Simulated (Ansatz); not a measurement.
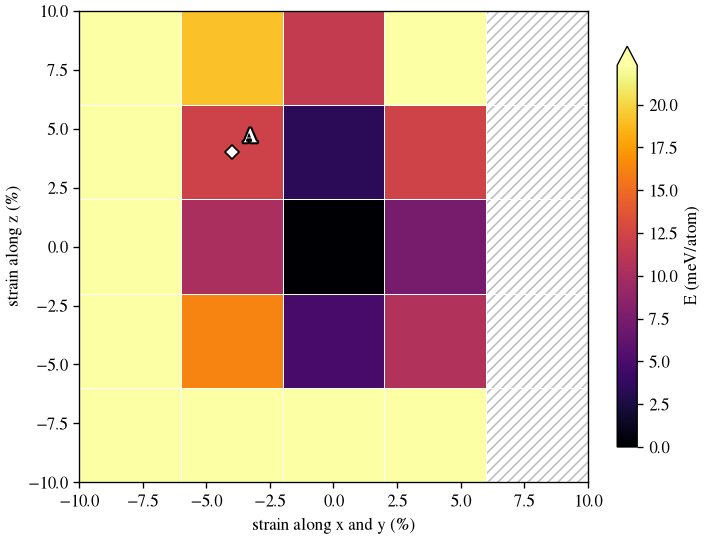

CsH (Fm-3m, No. 225; 2 atoms in the cell). The cell is strained homogeneously, by one strain along x and y and another along z, with fractional coordinates fixed (x, y and z along the cube axes). First axis: strain along x and y. Second axis: strain along z. The scan uses a 5 × 5 grid. At 5 points there is no value. Points are written as (first, second). Energies: meV/atom, counted from the lowest grid point. These are results of Ansatz, DFT r2SCAN, scalar-relativistic, plane waves, PAW, not measurements. Settings: cutoff 500 eV, k-mesh 6×6×6, gaussian smearing 0.05 eV, no spin polarisation.

In the figure: one coloured cell a grid point, one colour for all values above the top of the scale, hatched blanks where no value was computed, the point A.

Q: Is A at rest? If not, where is it pushed?

A: A, at (−4 %, 4 %), is not a stationary point. The computed force is 5.1 meV/atom for each 1 % towards larger values of strain along x and y and 1.2 meV/atom for each 1 % towards smaller values of strain along z.
